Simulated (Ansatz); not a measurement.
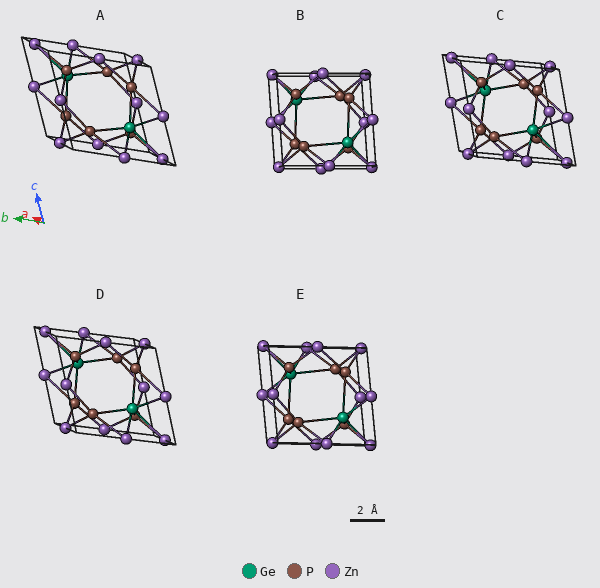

5 geometries from one relaxation of solid Zn3Ge2P6 (set up in R-3m) (coarse preliminary run), in shuffled order. The picture is a ball-and-stick view of the cell of the calculation, seen from a free direction.

Case: 3 Zn put on empty site 2 of 1 host cells, relaxed.

Theory: DFT PBE+D3(BJ), scalar-relativistic, plane waves, PAW in Ansatz. Settings: plane-wave cutoff 420 eV; k-point mesh 3 × 3 × 3; occupations gaussian; smearing width 0.1 eV; no spin polarisation; cell and atoms relaxed; force threshold 0.0325 eV/Å; at most 70 steps.

Question: Order the frames from highest to lowest energy.

Answer: B, E, C, D, A. They are steps 0, 2, 5, 9, 18, at +5.559 eV per cell of the calculation, +3.059 eV per cell of the calculation, +1.596 eV per cell of the calculation, +1.085 eV per cell of the calculation relative to the last. The largest moves relative to the cell, 0.54 Å, are those of Ge atoms. Largest moves by element: Ge 0.54 Å, P 0.19 Å. Zn stays in place. The volume changes by +15.5 %, with a = b = c 5.571 → 6.308 Å (+13.2 %), α 86.0° → 65.4°, β 86.0° → 65.4°, γ 86.0° → 65.4°. Among the contacts that change: P–Zn 2.320 → 3.147 Å, Ge–Zn 2.402 → 2.763 Å, Ge–P 2.657 → 2.424 Å, P–Zn 2.417 → 2.610 Å. Among the angles between lasting bonds that change: Zn–Ge–Zn 104.5° → 76.1°, Ge–Zn–P 104.2° → 78.8°, Ge–Zn–P 75.8° → 101.2°. The space group stays R-3m (No. 166). The energy falls by 5.559 eV per cell of the calculation in 16 accepted moves (18 points after the start). Largest force component: 1.4 eV/Å at the start, 0.0087 eV/Å at the end. The pressure goes from 20.05 to 0.04 GPa. At 2 points the geometry stayed and the basis and grid were re-selected for the new cell (energy shift of 0.618 eV per cell of the calculation at most each time).

Limits of the set-up: the k-point mesh is coarse for a cell with partly filled bands.
